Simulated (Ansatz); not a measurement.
# Dielectric response of ZnS (10-10) films, part 3 of 6

Wanted: ε of wurtzite ZnS (10-10) by finite fields on slabs, and the band edges against the vacuum where run.

Ansatz 0.2.0; plane-wave DFT, PBE, Ansatz PAW (set soft_1); PAW set soft_1 (the session's first sound run).

So far, gap on the k-mesh (eV): 2.24 in steps 2, 3, 4, 5 and 7.

## (8) Relaxing in the field, 12 atoms, field -0.05 V/Å

The opposite sign, again from the field-free geometry; the difference of the two cancels what relaxes without a field.

Input file input.yaml:

```yaml
crystal:
  lattice:
    - [3.82, 0.0, 0.0]
    - [0.0, 6.26, 0.0]
    - [0.0, 0.0, 25.7191730991]
  atoms:
    - { symbol: Zn, position: [0.0, 0.0437158478, 0.3685443891] }
    - { symbol: S, position: [0.0, 0.3797342165, 0.3409675472] }
    - { symbol: Zn, position: [0.5, 0.4815489856, 0.3858998741] }
    - { symbol: S, position: [0.5, 0.8650903971, 0.39322241] }
    - { symbol: Zn, position: [0.5, -0.0107065304, 0.4814759281] }
    - { symbol: S, position: [0.5, 0.3656170786, 0.4755953325] }
    - { symbol: Zn, position: [0.0, 0.48929347, 0.5185240716] }
    - { symbol: S, position: [0.0, 0.8656170784, 0.5244046681] }
    - { symbol: Zn, position: [0.0, -0.0184510125, 0.6141001254] }
    - { symbol: S, position: [0.0, 0.365090399, 0.6067775904] }
    - { symbol: Zn, position: [0.5, 0.5437158504, 0.6314556109] }
    - { symbol: S, position: [0.5, 0.8797342194, 0.6590324527] }
kpoints:
  mp_grid: { grid: [8, 4, 1] }
hamiltonian:
  xc: pbe
  pseudopotentials: { kind: paw, azcp: { folder: soft_1 } }
scf:
  occupations: { method: fixed }
  convergence: { dr2_threshold: 1.0e-10 }
efield:
  axis: 3
  dipole_correction: true
  ramp_position: 0.97
  ramp_width: 0.06
  amplitude: -0.05
relax:
  f_tol: 0.0006
  max_steps: 70
output:
  write_potential: true
  write_density: true
  volumetric_format: npy
```

The run is started by

```
ansatz run input.yaml --threads 4 --pin off --max-ram 8192MiB --backend cpu --events-out ev --progress --plain --runs-dir out
```

Numbers of over 12 decimals in the logs are rounded to 6 here.

The log of the run:

```text
[...]
Crystal: 12 atoms, lattice volume = 615.028 Å³
Basis set: ecut = 420 eV, 12077 PW (Γ), exchange–correlation on 54×90×360 points (8 copies of the dense FFT grid, shifted against one another)
Bands: 66, of which v1, the nominal top of the filled ones, is band 54 counted from 1 (53 counted from 0)
Symmetry: 2 space group operations
k-points: 15 of 32 (time reversal used)
[...]
- { symbol: S, position: [0.5, 0.865047, 0.393270] }
    - { symbol: Zn, position: [0.5, -0.010720, 0.481445] }
    - { symbol: S, position: [0.5, 0.365602, 0.475640] }
    - { symbol: Zn, position: [0, 0.489295, 0.518490] }
    - { symbol: S, position: [0, 0.865622, 0.524460] }
    - { symbol: Zn, position: [0, -0.018394, 0.614062] }
    - { symbol: S, position: [0, 0.365134, 0.606822] }
    - { symbol: Zn, position: [0.5, 0.543827, 0.631387] }
    - { symbol: S, position: [0.5, 0.879758, 0.659079] }
[key lines of the parts left out:]
SCF converged after 5 iterations
Free energy (F): -25335.244138 eV
Fermi energy:    -1.426435 eV
Dipole field:    D = -0.017641 V/Å  (p = -0.059958 e·Å, saw-weighted, corrected)
```

It took 75 s on 4 threads of Arm Neoverse V1, shared host; peak memory 1.3 GiB; 4.9 min of CPU time.

Hardly anything moved in the relaxation; the energy changed by under 0.2 meV an atom.

The relaxation took 4 steps and lowered the energy by 9.6e-5 eV; the largest force on the free atoms ends at 3.1e-4 eV/Å.

The dipole is -0.0600 e·Å, and the gap on the mesh 2.242 eV.

## (9) Response with the atoms relaxed, 12 atoms, units 3

This step: plane-wave DFT, PBE, Ansatz PAW (set soft_1); response to a field along the normal, atoms relaxed; PAW set soft_1 (Ansatz 0.2.0).

The two relaxed runs give the static response.

Numbers from this step:

```yaml
equivalent_conductor_thickness_p_eps_0ae: 9.074 Å
distance_between_the_outer_atoms: 8.181 Å
inner_field_over_outer_field: 0.1142
local_eps_in_the_middle: 8.760
```

Local field over the applied field, running mean. From the potentials at -0.05 and 0.05 V/Å; running mean over 3.308 Å, taken twice. Table of local field over applied field by z:

```
z (Å)  local field over applied field
    4                           0.989
    5                           0.968
    6                           0.909
    7                           0.736
    8                           0.515
    9                           0.290
   10                           0.141
   11                           0.110
   12                           0.106
   13                           0.136
   14                           0.102
   15                           0.119
   16                           0.159
   17                           0.357
   18                           0.577
   19                           0.797
   20                           0.930
   21                           0.981
```

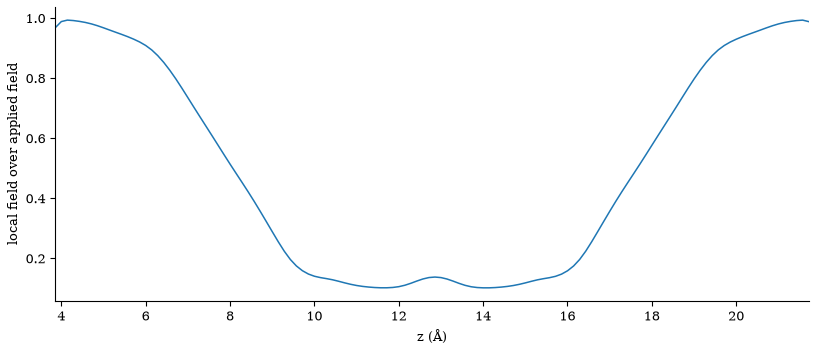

Local field over applied field against z.

The induced dipole is that of a conductor 9.07 Å thick.

## (10) Relaxing the film, 16 atoms, units 4

This step: plane-wave DFT, PBE, Ansatz PAW (set soft_1); PAW set soft_1 (Ansatz 0.2.0).

System of this step: ZnS (10-10), 4 units. The cell holds 16 atoms: 8 Zn and 8 S. Cell: a = 3.820 Å, b = 6.260 Å, c = 29.027 Å, α = 90.0°, β = 90.0°, γ = 90.0°. It derives from ZnS (wurtzite ZnS). Vacuum lies along c.

The next thickness, treated alike, so that differences show the interior and the faces cancel.

Input file input.yaml:

```yaml
crystal:
  lattice:
    - [3.82, 0.0, 0.0]
    - [0.0, 6.26, 0.0]
    - [0.0, 0.0, 29.0273901415]
  atoms:
    - { symbol: Zn, position: [0.0, 0.0, 0.3100519873] }
    - { symbol: S, position: [0.0, 0.375, 0.3100519873] }
    - { symbol: Zn, position: [0.5, 0.5, 0.3480415899] }
    - { symbol: S, position: [0.5, 0.875, 0.3480415899] }
    - { symbol: Zn, position: [0.5, 0.0, 0.4240207949] }
    - { symbol: S, position: [0.5, 0.375, 0.4240207949] }
    - { symbol: Zn, position: [0.0, 0.5, 0.4620103975] }
    - { symbol: S, position: [0.0, 0.875, 0.4620103975] }
    - { symbol: Zn, position: [0.0, 0.0, 0.5379896025] }
    - { symbol: S, position: [0.0, 0.375, 0.5379896025] }
    - { symbol: Zn, position: [0.5, 0.5, 0.5759792051] }
    - { symbol: S, position: [0.5, 0.875, 0.5759792051] }
    - { symbol: Zn, position: [0.5, 0.0, 0.6519584101] }
    - { symbol: S, position: [0.5, 0.375, 0.6519584101] }
    - { symbol: Zn, position: [0.0, 0.5, 0.6899480127] }
    - { symbol: S, position: [0.0, 0.875, 0.6899480127] }
kpoints:
  mp_grid: { grid: [8, 4, 1] }
hamiltonian:
  xc: pbe
  pseudopotentials: { kind: paw, azcp: { folder: soft_1 } }
scf:
  occupations: { method: fixed }
  convergence: { dr2_threshold: 1.0e-09 }
efield:
  axis: 3
  dipole_correction: true
  ramp_position: 0.97
  ramp_width: 0.06
relax:
  f_tol: 0.003
  max_steps: 100
output:
  write_potential: true
  write_density: true
  volumetric_format: npy
```

The log of the run:

```text
[...]
Crystal: 16 atoms, lattice volume = 694.138 Å³
Basis set: ecut = 420 eV, 13601 PW (Γ), exchange–correlation on 54×90×400 points (8 copies of the dense FFT grid, shifted against one another)
Bands: 88, of which v1, the nominal top of the filled ones, is band 72 counted from 1 (71 counted from 0)
Symmetry: 2 space group operations
[...]
- { symbol: Zn, position: [0.0, -0.010205, 0.539931] }
    - { symbol: S, position: [0.0, 0.366488, 0.537064] }
    - { symbol: Zn, position: [0.5, 0.493712, 0.574828] }
    - { symbol: S, position: [0.5, 0.868940, 0.578853] }
    - { symbol: Zn, position: [0.5, -0.016466, 0.658260] }
    - { symbol: S, position: [0.5, 0.367722, 0.652655] }
    - { symbol: Zn, position: [0.0, 0.546598, 0.674413] }
    - { symbol: S, position: [0.0, 0.883212, 0.698326] }
[key lines of the parts left out:]
SCF converged after 6 iterations
Free energy (F): -33780.692804 eV
Fermi energy:    -0.606930 eV
Dipole field:    D = -0.000000 V/Å  (p = -0.000000 e·Å, saw-weighted, corrected)
Work function:   Φ+ = 5.9773 eV   Φ− = 5.9773 eV
```

Run time: 4.1 min. Hardware: 4 threads; peak memory 1.7 GiB.

The steps of the relaxation:

```
step  energy less that of the first step (eV)  largest force component (eV/Å)
   1                                   0.0000                          1.1499
   2                                  -0.6827                          0.7223
   3                                  -0.9949                          0.2986
   4                                  -1.0495                          0.0670
   5                                  -1.0518                          0.0579
   6                                  -1.0546                          0.0177
   7                                  -1.0547                          0.0046
   8                                  -1.0547                          0.0006
```

Forces are held to the 2 operations that the run works with; a distortion that breaks them can't arise in this run.

The atoms that moved most (Å):

```
atom     dx      dy      dz  length
 Zn1  0.000   0.292   0.451   0.537
Zn15  0.000   0.292  -0.451   0.537
 S16  0.000   0.051   0.243   0.249
  S2  0.000   0.051  -0.243   0.249
Zn13  0.000  -0.103   0.183   0.210
 Zn3  0.000  -0.103  -0.183   0.210
  S6  0.000  -0.038  -0.083   0.092
 S12  0.000  -0.038   0.083   0.092
```

The relaxation took 8 steps and lowered the energy by 1.1 eV; the largest force on the free atoms ends at 6.4e-4 eV/Å.

The gap is 2.20 eV, with the valence edge 5.98 eV and the conduction edge 3.78 eV under the upper vacuum level.

## (11) Single point on the relaxed film, 16 atoms, units 4

The next thickness, treated alike, so that differences show the interior and the faces cancel.

Input file input.yaml:

```yaml
crystal:
  lattice:
    - [3.82, 0.0, 0.0]
    - [0.0, 6.26, 0.0]
    - [0.0, 0.0, 29.0273901415]
  atoms:
    - { symbol: Zn, position: [0.0, 0.0465978268, 0.3255869558] }
    - { symbol: S, position: [0.0, 0.3832118799, 0.3016742058] }
    - { symbol: Zn, position: [0.5, 0.483534313, 0.341739729] }
    - { symbol: S, position: [0.5, 0.8677218751, 0.347344876] }
    - { symbol: Zn, position: [0.5, -0.0062883621, 0.42517161] }
    - { symbol: S, position: [0.5, 0.3689395301, 0.4211465042] }
    - { symbol: Zn, position: [0.0, 0.4897948313, 0.4600686744] }
    - { symbol: S, position: [0.0, 0.866488104, 0.4629361894] }
    - { symbol: Zn, position: [0.0, -0.0102051704, 0.5399313249] }
    - { symbol: S, position: [0.0, 0.3664881042, 0.5370638101] }
    - { symbol: Zn, position: [0.5, 0.4937116398, 0.574828391] }
    - { symbol: S, position: [0.5, 0.8689395327, 0.5788534949] }
    - { symbol: Zn, position: [0.5, -0.016465688, 0.658260272] }
    - { symbol: S, position: [0.5, 0.3677218749, 0.6526551234] }
    - { symbol: Zn, position: [0.0, 0.5465978282, 0.6744130449] }
    - { symbol: S, position: [0.0, 0.8832118806, 0.6983257943] }
kpoints:
  mp_grid: { grid: [8, 4, 1] }
hamiltonian:
  xc: pbe
  pseudopotentials: { kind: paw, azcp: { folder: soft_1 } }
scf:
  occupations: { method: fixed }
  convergence: { dr2_threshold: 1.0e-09 }
efield:
  axis: 3
  dipole_correction: true
  ramp_position: 0.97
  ramp_width: 0.06
output:
  eigenvalues: true
  write_potential: true
  write_density: true
  volumetric_format: npy
  elf: true
```

The log of the run:

```text
[...]
Crystal: 16 atoms, lattice volume = 694.138 Å³
Basis set: ecut = 420 eV, 13601 PW (Γ)
Bands: 88, of which v1, the nominal top of the filled ones, is band 72 counted from 1 (71 counted from 0)
Symmetry: 2 space group operations
k-points: 15 of 32 (time reversal used)
[...]
k-point 1: bands = [... 68 lower, -1.0970, -1.0690, -0.8763, -0.7601, 2.3115, 2.4934, 2.7869, 2.8043, ... 12 higher]
  k-point 2: bands = [... 68 lower, -1.1249, -1.1249, -1.0384, -1.0383, 2.7093, 2.7093, 2.8870, 2.8870, ... 12 higher]
  k-point 14: bands = [... 68 lower, -2.0536, -2.0536, -1.7614, -1.7614, 2.8200, 2.8200, 3.1764, 3.1764, ... 12 higher]
[key lines of the parts left out:]
SCF converged after 14 iterations
Free energy (F): -33780.692906 eV
Fermi energy:    -0.606863 eV
Dipole field:    D = 0.000000 V/Å  (p = 0.000001 e·Å, saw-weighted, corrected)
Work function:   Φ+ = 5.9772 eV   Φ− = 5.9772 eV
```

The job ended after 58 s (4 threads; peak memory 1.9 GiB).

The gap is 2.20 eV, with the valence edge 5.98 eV and the conduction edge 3.78 eV under the upper vacuum level.

## (12) Atoms held, 16 atoms, units 4, field 0.05 V/Å

input.yaml: that of step 11 with these lines changed.

```diff
@@ -29,3 +29,3 @@
   occupations: { method: fixed }
-  convergence: { dr2_threshold: 1.0e-09 }
+  convergence: { dr2_threshold: 1.0e-10 }
 efield:
@@ -35,4 +35,4 @@
   ramp_width: 0.06
+  amplitude: 0.05
 output:
-  eigenvalues: true
   write_potential: true
@@ -40,2 +40 @@
   volumetric_format: npy
-  elf: true
```

The log of the run:

```text
[...]
Crystal: 16 atoms, lattice volume = 694.138 Å³
Basis set: ecut = 420 eV, 13601 PW (Γ)
Bands: 88, of which v1, the nominal top of the filled ones, is band 72 counted from 1 (71 counted from 0)
Symmetry: 2 space group operations
k-points: 15 of 32 (time reversal used)
[...]
k-point 0: bands = [... 68 lower, -1.0179, -0.8400, -0.7170, -0.5951, 1.5867, 2.1327, 2.7275, 2.8418, ... 12 higher]
  k-point 1: bands = [... 68 lower, -1.1029, -1.0581, -0.8853, -0.7499, 2.3046, 2.4985, 2.7813, 2.8088, ... 12 higher]
  k-point 2: bands = [... 68 lower, -1.1575, -1.0911, -1.0743, -1.0012, 2.6839, 2.7315, 2.8625, 2.9104, ... 12 higher]
  k-point 14: bands = [... 68 lower, -2.0477, -2.0211, -1.8050, -1.7173, 2.7999, 2.8382, 3.1709, 3.1796, ... 12 higher]
[key lines of the parts left out:]
SCF converged after 16 iterations
Free energy (F): -33780.694767 eV
Fermi energy:    -0.595139 eV
Dipole field:    D = 0.019405 V/Å  (p = 0.074438 e·Å, saw-weighted, corrected)
```

Elapsed: 60 s, on 4 threads; peak memory 1.9 GiB; 3.9 min of CPU time.

The dipole is 0.0744 e·Å, and the gap on the mesh 2.182 eV.

## (13) Single point, 16 atoms, units 4, field -0.05 V/Å

input.yaml: that of step 12 with these lines changed.

```diff
@@ -35,3 +35,3 @@
   ramp_width: 0.06
-  amplitude: 0.05
+  amplitude: -0.05
 output:
```

The log of the run:

```text
[...]
Crystal: 16 atoms, lattice volume = 694.138 Å³
Basis set: ecut = 420 eV, 13601 PW (Γ)
Bands: 88, of which v1, the nominal top of the filled ones, is band 72 counted from 1 (71 counted from 0)
Symmetry: 2 space group operations
k-points: 15 of 32 (time reversal used)
[...]
k-point 0: bands = [... 68 lower, -1.0179, -0.8400, -0.7170, -0.5951, 1.5867, 2.1327, 2.7275, 2.8418, ... 12 higher]
  k-point 1: bands = [... 68 lower, -1.1029, -1.0581, -0.8853, -0.7499, 2.3046, 2.4985, 2.7813, 2.8088, ... 12 higher]
  k-point 2: bands = [... 68 lower, -1.1575, -1.0911, -1.0744, -1.0012, 2.6839, 2.7315, 2.8625, 2.9104, ... 12 higher]
  k-point 14: bands = [... 68 lower, -2.0477, -2.0211, -1.8050, -1.7173, 2.7999, 2.8382, 3.1709, 3.1796, ... 12 higher]
[key lines of the parts left out:]
SCF converged after 16 iterations
Free energy (F): -33780.694767 eV
Fermi energy:    -0.595138 eV
Dipole field:    D = -0.019404 V/Å  (p = -0.074436 e·Å, saw-weighted, corrected)
```

The job ended after 61 s (4 threads; peak memory 1.9 GiB; 4 min of CPU time).

The dipole is -0.0744 e·Å, and the gap on the mesh 2.182 eV.

## (14) Response with the atoms held, 16 atoms, units 4

This step: plane-wave DFT, PBE, Ansatz PAW (set soft_1); response to a field along the normal, atoms held; PAW set soft_1 (Ansatz 0.2.0).

Local field over the applied field, running mean. From the potentials at -0.05 and 0.05 V/Å; running mean over 3.308 Å, taken twice. The local field over applied field by z:

```
z (Å)  local field over applied field
    4                           0.977
    6                           0.896
    8                           0.533
   10                           0.220
   12                           0.167
   14                           0.169
   16                           0.169
   18                           0.174
   20                           0.336
   22                           0.736
   24                           0.972
```

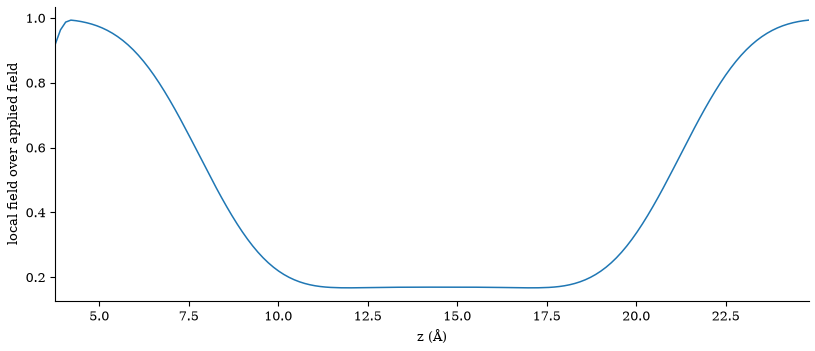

Local field over applied field, plotted against z.

The induced dipole is that of a conductor 11.27 Å thick.

[end of part 3 of 6]

[Logs are printed without paths, hosts, clocks, repeated set-up lines and the standing remarks that a program may print on its own settings, such as how far it seeks lower states.]

[Hosts, paths, dates, database ids (printed as entryN), source tags and the programs' standing remarks are cut or masked in the printed files.]

[Maps of the electrostatic potential energy from Ansatz leave out the sawtooth potential of an applied field or a dipole correction, so their vacuum need not be flat; planar profiles and work functions include it.]
